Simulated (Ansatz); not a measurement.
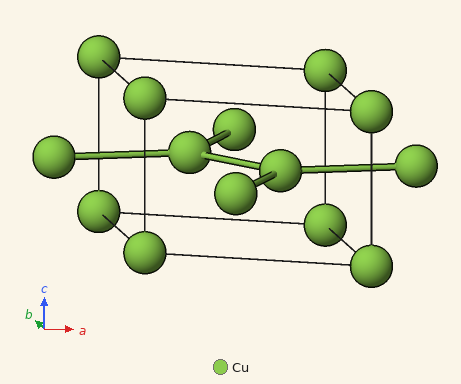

The image is a ball-and-stick drawing of a crystal, viewed slightly off an axis. One conventional unit cell is framed, with atoms on its boundary repeated. The first bonded neighbours in the surrounding cells are also shown.

The element is copper. Space group P6/mmm (No. 191), lattice primitive hexagonal. The arrangement is known as ω phase (AlB₂-like). The cell holds three atoms. With the cut-offs used for the sticks, the coordination is Cu 0 to 3 (mean 2.0). Not all metal-metal contacts are counted.

The initial geometry was a structure listed in the Materials Project, with elements exchanged, so it need not be a known form of the compound. The cell was then strained or its atoms displaced on purpose. It was run through Ansatz as a DFT input.

At this level of theory the cell isn't at rest (stretched, at -6 GPa), so its distances can differ from those at equilibrium, the more so the softer the solid.
